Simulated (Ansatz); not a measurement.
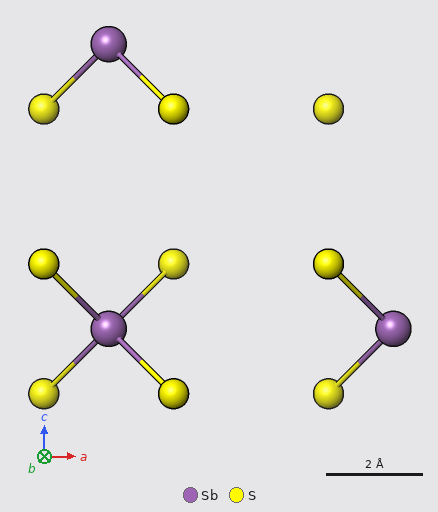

Solid SbS$_{4}$ (set up in P-43m) (coarse preliminary run), before the relaxation. The picture is a ball-and-stick view of the atoms within 5.8 Å of the atom that moves most (axes of the cell of the calculation), seen along the b axis.

Case: 3 of 3 Li taken out, relaxed.

Theory: DFT PBE+D3(BJ), scalar-relativistic, plane waves, PAW (Ansatz 0.2.0).

Input file:
```yaml
crystal:
  lattice:
    - [5.9437850379, 0.0, 0.0]
    - [0.0, 5.9437850379, 0.0]
    - [0.0, 0.0, 5.9437850379]
  atoms:
    - { symbol: Sb, position: [0.0, 0.0, 0.0] }
    - { symbol: S, position: [0.2279146151, 0.2279146151, 0.2279146151] }
    - { symbol: S, position: [0.2279146151, 0.7720853849, 0.7720853849] }
    - { symbol: S, position: [0.7720853849, 0.2279146151, 0.7720853849] }
    - { symbol: S, position: [0.7720853849, 0.7720853849, 0.2279146151] }
basis:
  ecutwfc: 420
kpoints:
  mp_grid: { grid: [4, 4, 4] }
hamiltonian:
  xc: pbe
  dispersion: d3bj
scf:
  occupations: { method: gaussian, width: 0.1 }
output:
  forces: true
  stress: true
  eigenvalues: true
relax:
  adjacent_minimum: "off"
  f_tol: 0.0325
  max_steps: 70
  cell: { stress_tol: 0.24 }
```

Command:
```bash
ansatz run input.yaml --threads 2 --pin off --max-ram 5120MiB --backend cpu --events-out ev --progress --plain --runs-dir out
```

> Predict the outcome.

The largest moves relative to the cell, 0.54 Å, are those of S2, S3, S4 and S5. S2 goes along [1 1 1]. Sb stays in place. The volume changes by −48.8 %, with a = b = c 5.944 → 4.754 Å (−20.0 %). Some distances before and after: S2–S3 4.574 → 2.784 Å, Sb1–S2 2.346 → 2.413 Å. The space group stays P-43m (No. 215). After 6 accepted moves (7 points after the start) the energy has fallen by 397 meV per atom. Largest force component: 0.039 eV/Å at the start, 0.027 eV/Å at the end. Pressure: −1.53 GPa at the start and −0.13 GPa at the end. At 1 point the geometry stayed and the basis and grid were re-selected for the new cell (energy shift of 0.7 meV per atom at most each time). Cost: 15 s on 2 threads of Arm Neoverse V2, on a shared host, peak memory 0.4 GiB.

The end point in the same view:

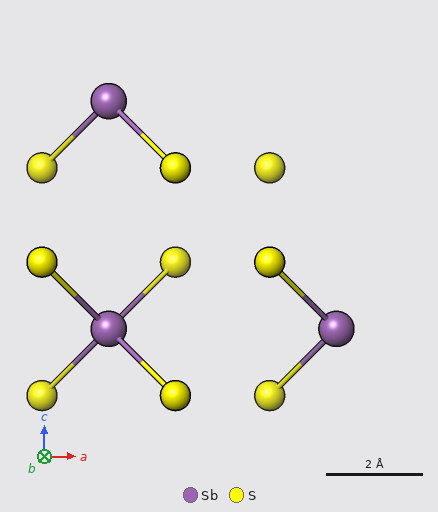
